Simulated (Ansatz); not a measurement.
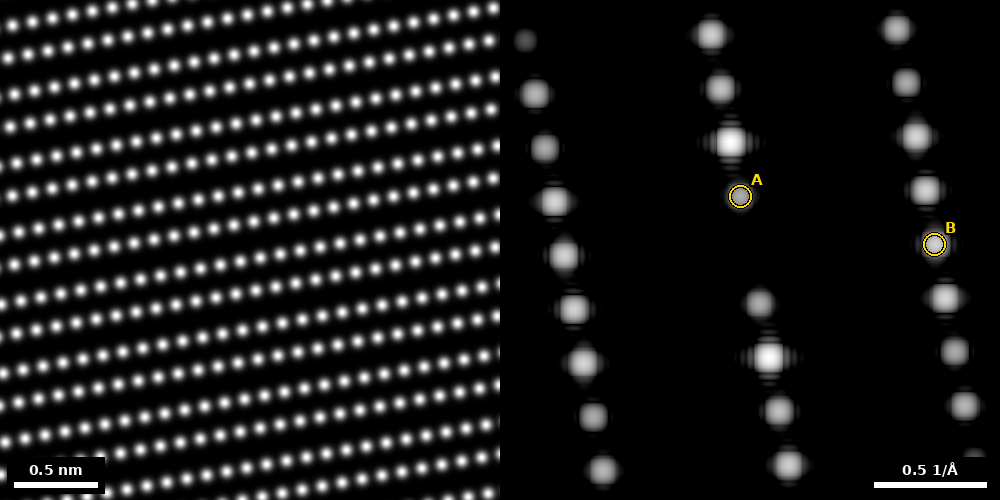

HAADF-like image of a crystal. The image is simulated as a sum over atoms of Z^1.8, blurred by a 0.61 Å probe (no channelling).

The right panel is the modulus of the image's Fourier transform on a logarithmic scale.

### Which lattice spacings do the marked spots stand for, and what angle do A and B enclose?

A: 4.1 Å, B: 1.2 Å; A and B enclose about 98°.

The crystal is Rh (Cmcm, No. 63) along [201]; the spots are (020) and (1 -1 -2). Structure used: coordinates from a relaxation with DFT, revPBE, plane waves (420 eV) with PAW, scalar-relativistic (Ansatz 0.2.0); the starting structure was generated, so it need not be a known form of this composition.
